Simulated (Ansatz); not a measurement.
K$_{8}$Nb$_{7}$O$_{24}$ and related structures: several calculations on one system

### Relaxation

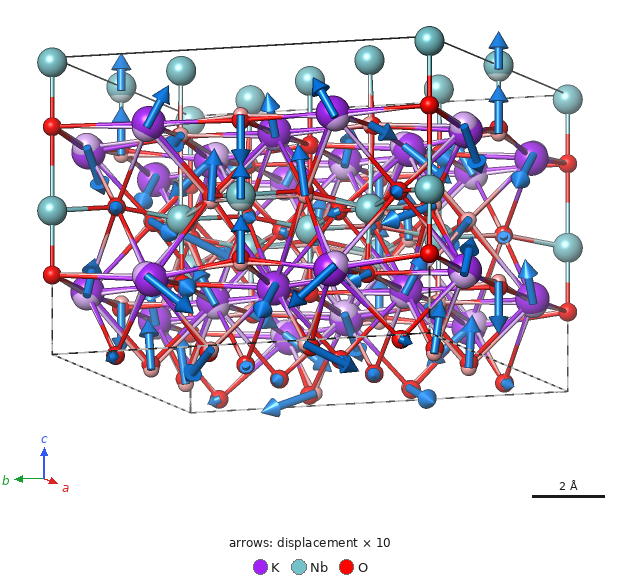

A relaxation of a defect cell of composition K8Nb7O24. The starting structure is drawn faded, the final one solid; blue arrows show the displacements, 10 times their true length.

Style: ball-and-stick. Shown: the conventional cell (2 times the calculation's cell), from a free direction. Lengths and directions refer to the drawn axes.

Case: Nb vacancy (site a), charge +0, atoms relaxed at the host's cell.

Method: Ansatz 0.2.0, DFT PBE, scalar-relativistic, plane waves, PAW. Settings: plane-wave cutoff 420 eV; k-point mesh 2 × 2 × 2; occupations gaussian; smearing width 0.01 eV; collinear spin; atoms relaxed in a fixed cell; force threshold 0.025 eV/Å; at most 45 steps.

### Describe the change and its energy.

The energy falls by 1.106 eV per cell of the calculation in 8 accepted moves (10 points after the start). The largest force component goes from 2.2 to 0.012 eV/Å. 2 steps only repeated the SCF at the same geometry. The largest moves, 0.18 Å, are those of K atoms. Largest moves by element: K 0.18 Å, O 0.18 Å, Nb 0.11 Å. The cell stays as it was. Near-neighbour distances that change, for instance: Nb–O 2.387 → 2.128 Å, Nb–O 2.008 → 1.829 Å, K–Nb 3.481 → 3.644 Å, K–O 3.011 → 2.851 Å. Among the angles between lasting bonds that change: K–O–K 171.8° → 160.7°, K–O–K 83.1° → 73.9°, K–O–K 176.1° → 169.9°.

Limits of the set-up: the k-point mesh is coarse for a cell with partly filled bands; the periodic images lie only 8.4 Å apart, so the values are limited by the cell's size.

### Relaxation

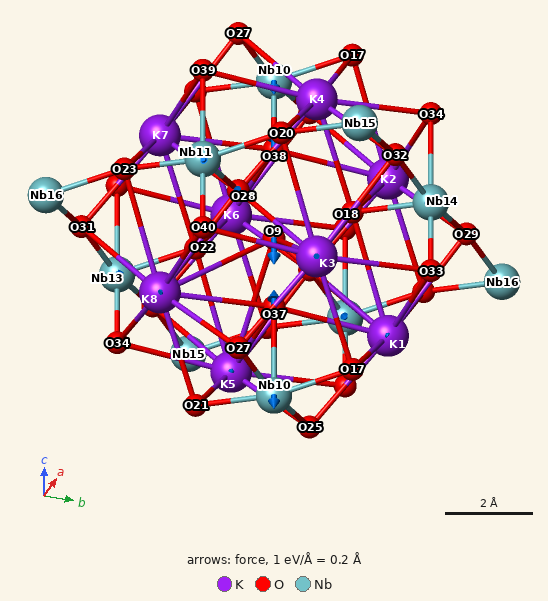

Starting geometry of a defect cell of composition K₈Nb₇O₂₅ with the computed forces as blue arrows. A ball-and-stick model of the atoms within 5.8 Å of the atom that moves most (axes of the conventional cell (2 times the calculation's cell) (origin shifted)), seen from a free direction. Lengths and directions refer to the drawn axes.

Case: O on a Nb site (a), charge +0, atoms relaxed at the host's cell.

Level of theory: DFT PBE, scalar-relativistic, plane waves, PAW in Ansatz 0.2.0.

The input:
```yaml
crystal:
  lattice:
    - [0.0, 0.0, -8.4411725844]
    - [7.986165282, 0.0, -4.2205862922]
    - [0.0, -7.986165282, -4.2205862922]
  atoms:
    - { symbol: K, position: [0.496747866, 0.25, 0.25] }
    - { symbol: K, position: [0.996747866, 0.25, 0.25] }
    - { symbol: K, position: [0.246747866, 0.25, 0.75] }
    - { symbol: K, position: [0.746747866, 0.25, 0.75] }
    - { symbol: K, position: [0.246747866, 0.75, 0.25] }
    - { symbol: K, position: [0.746747866, 0.75, 0.25] }
    - { symbol: K, position: [0.496747866, 0.75, 0.75] }
    - { symbol: K, position: [0.996747866, 0.75, 0.75] }
    - { symbol: O, position: [0.4878540146, 0.5, 0.5], spin: 0.167 }
    - { symbol: Nb, position: [0.9878540146, 0.5, 0.5] }
    - { symbol: Nb, position: [0.2378540146, 0.5, 0.0] }
    - { symbol: Nb, position: [0.7378540146, 0.5, 0.0] }
    - { symbol: Nb, position: [0.2378540146, 0.0, 0.5] }
    - { symbol: Nb, position: [0.7378540146, 0.0, 0.5] }
    - { symbol: Nb, position: [0.4878540146, 0.0, 0.0] }
    - { symbol: Nb, position: [0.9878540146, 0.0, 0.0] }
    - { symbol: O, position: [0.1387004081, 0.25, 0.5] }
    - { symbol: O, position: [0.6387004081, 0.25, 0.5], spin: 0.167 }
    - { symbol: O, position: [0.8887004081, 0.25, 0.0] }
    - { symbol: O, position: [0.3887004081, 0.25, 0.0] }
    - { symbol: O, position: [0.8887004081, 0.75, 0.5] }
    - { symbol: O, position: [0.3887004081, 0.75, 0.5], spin: 0.167 }
    - { symbol: O, position: [0.1387004081, 0.75, 0.0] }
    - { symbol: O, position: [0.6387004081, 0.75, 0.0] }
    - { symbol: O, position: [0.1387004081, 0.5, 0.25] }
    - { symbol: O, position: [0.6387004081, 0.5, 0.25], spin: 0.167 }
    - { symbol: O, position: [0.8887004081, 0.5, 0.75] }
    - { symbol: O, position: [0.3887004081, 0.5, 0.75], spin: 0.167 }
    - { symbol: O, position: [0.8887004081, 0.0, 0.25] }
    - { symbol: O, position: [0.3887004081, 0.0, 0.25] }
    - { symbol: O, position: [0.1387004081, 0.0, 0.75] }
    - { symbol: O, position: [0.6387004081, 0.0, 0.75] }
    - { symbol: O, position: [0.5205968033, 0.0, 0.5] }
    - { symbol: O, position: [0.0205968033, 0.0, 0.5] }
    - { symbol: O, position: [0.2705968033, 0.0, 0.0] }
    - { symbol: O, position: [0.7705968033, 0.0, 0.0] }
    - { symbol: O, position: [0.2705968033, 0.5, 0.5], spin: 0.167 }
    - { symbol: O, position: [0.7705968033, 0.5, 0.5] }
    - { symbol: O, position: [0.5205968033, 0.5, 0.0] }
    - { symbol: O, position: [0.0205968033, 0.5, 0.0] }
  host:
    lattice:
      - [3.993082641, 0.0, 0.0]
      - [0.0, 3.993082641, 0.0]
      - [0.0, 0.0, 4.2205862922]
    atoms:
      - { symbol: K, position: [0.5, 0.5, 0.506504268] }
      - { symbol: Nb, position: [0.0, 0.0, 0.0242919707] }
      - { symbol: O, position: [0.5, 0.0, 0.9725991839] }
      - { symbol: O, position: [0.0, 0.5, 0.9725991839] }
      - { symbol: O, position: [0.0, 0.0, 0.4588063934] }
basis:
  ecutwfc: 420
  xc_grid: 2
kpoints:
  mp_grid: { grid: [2, 2, 2], shift: [0.0, 0.0, 0.0] }
hamiltonian:
  xc: pbe
scf:
  occupations: { method: gaussian, width: 0.01 }
output:
  forces: true
  stress: false
  eigenvalues: true
  populations: true
  charged_corrections: { defect_position: [0.48785401, 0.5, 0.5] }
  write_density: true
  write_potential: true
  elf: true
  volumetric_format: npy
magnetization:
  spin_polarized: true
relax:
  adjacent_minimum: "off"
  f_tol: 0.025
  max_steps: 45
```

Command:
```bash
ansatz run input.yaml --threads 4 --pin off --max-ram 6144MiB --backend cpu --events-out ev --progress --plain --runs-dir out
```

**What follows when this structure is relaxed?**

It isn't relaxed: the largest force vector, on O9, is 3.58 eV/Å. The final displacements follow the starting forces only in part (cosine between the two patterns 0.63). After 8 accepted moves (9 points after the start) the energy has fallen by 3.389 eV per cell of the calculation. The largest force component goes from 3.6 to 0.02 eV/Å. The line search rejected the trial step at point 3 of the run. O9 moves most: 0.38 Å along −c. By element the largest moves are O 0.38 Å, K 0.14 Å, Nb 0.03 Å. The cell doesn't change. Near-neighbour distances that change, for instance: O9–O37 1.834 → 1.211 Å, Nb10–O37 2.387 → 2.638 Å, K1–O9 3.481 → 3.259 Å, K2–O17 3.011 → 3.173 Å. New bonds form: O9–O37 (1.83 → 1.21 Å). Among the angles between lasting bonds that change: O17–Nb10–O21 167.5° → 157.2°, K2–O38–K7 171.8° → 164.3°, K1–O37–K8 171.8° → 165.1°. The program noted that the starting moments weren't kept. The run took 6.2 min on 4 threads of Arm Neoverse V1, on a shared host, peak memory 2.3 GiB.

Limits of the set-up: the k-point mesh is coarse for a cell with partly filled bands; the periodic images lie only 8.4 Å apart, so the values are limited by the cell's size.

### Defect

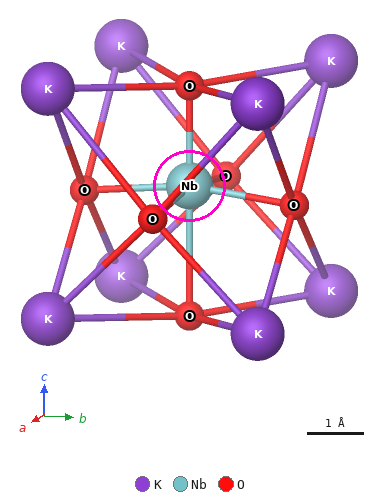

Perfect KNbO₃. A ball-and-stick model of the atoms within 3.8 Å of one point, seen slightly off an axis.

Method: DFT PBE, scalar-relativistic, plane waves, PAW (Ansatz). (plane-wave cutoff 420 eV; k-point mesh 2 × 2 × 2; occupations gaussian; smearing width 0.01 eV; collinear spin) The cell is small and the k-mesh coarse, so the numbers are rough. The axes drawn are those of the host's conventional cell.

A niobium atom is replaced by oxygen at the ringed place, in charge state 0. The supercell has 40 sites, and the atoms are relaxed at the host's cell.

### Predict the relaxed surroundings of the defect.

In the host the Nb atom has 5 O at 1.83 to 2.01 Å; the O atom ends with 1 O at 1.21 Å. Of the host's atoms, an oxygen atom moves furthest from its site, by 0.25 Å. The O atom itself moves 0.37 Å from where it was put. Relaxing the atoms from the host's sites lowers the energy by 3.39 eV. At a tolerance of 0.02 Å the relaxed supercell has space group I4mm.

The relaxed defect, seen from the same direction:

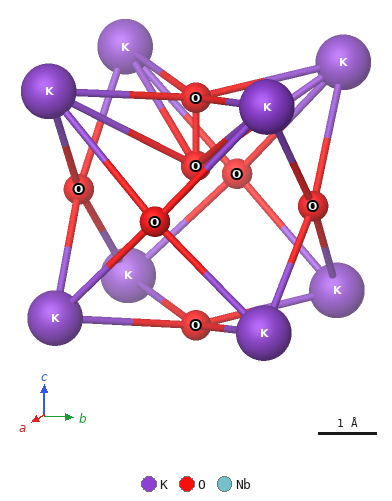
